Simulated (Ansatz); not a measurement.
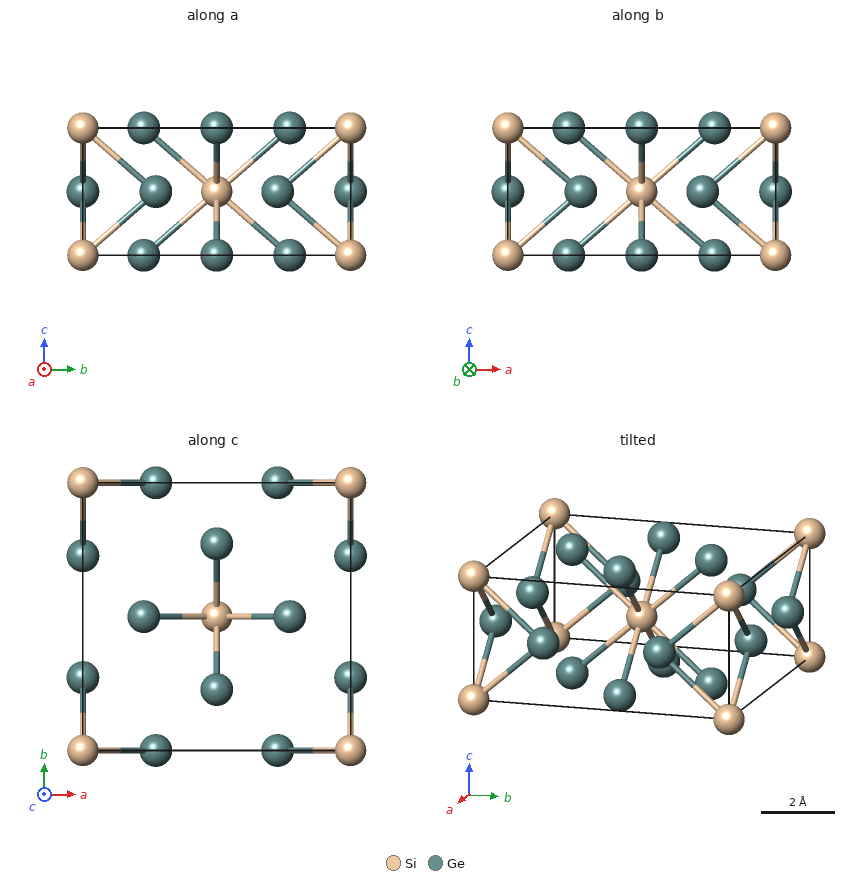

Ball-and-stick drawing of the structure, looking along the a axis, along the b axis, along the c axis and slightly off an axis. The lines enclose the conventional unit cell; boundary atoms appear with their images.

Lattice parameters: a = 7.3839 Å, b = 7.3839 Å, c = 3.5122 Å, α = 90.000°, β = 90.000°, γ = 90.000°.

Question: Express the structure as a CIF in P1 with every atom of the cell, with free fractional coordinates to two decimals.

Answer:
```cif
data_structure
_symmetry_space_group_name_H-M 'P 1'
_symmetry_Int_Tables_number 1
_cell_length_a 7.3839
_cell_length_b 7.3839
_cell_length_c 3.5122
_cell_angle_alpha 90.000
_cell_angle_beta 90.000
_cell_angle_gamma 90.000
_cell_volume 191.49
loop_
_atom_site_label
_atom_site_type_symbol
_atom_site_fract_x
_atom_site_fract_y
_atom_site_fract_z
_atom_site_occupancy
Si1 Si 0.00 0.00 0.00 1
Ge1 Ge 0.00 0.27 0.50 1
Ge2 Ge 0.23 0.50 0.00 1
Ge3 Ge 0.77 0.50 0.00 1
Ge4 Ge 0.00 0.73 0.50 1
Si2 Si 0.50 0.50 0.50 1
Ge5 Ge 0.50 0.77 0.00 1
Ge6 Ge 0.73 0.00 0.50 1
Ge7 Ge 0.27 0.00 0.50 1
Ge8 Ge 0.50 0.23 0.00 1
```

The model was built from a structure type filled with these elements by a generator (whether the compound takes this form wasn't checked). Earlier steps of the study may have refined or changed the cell and positions. An electronic-structure calculation with Ansatz was run on it.
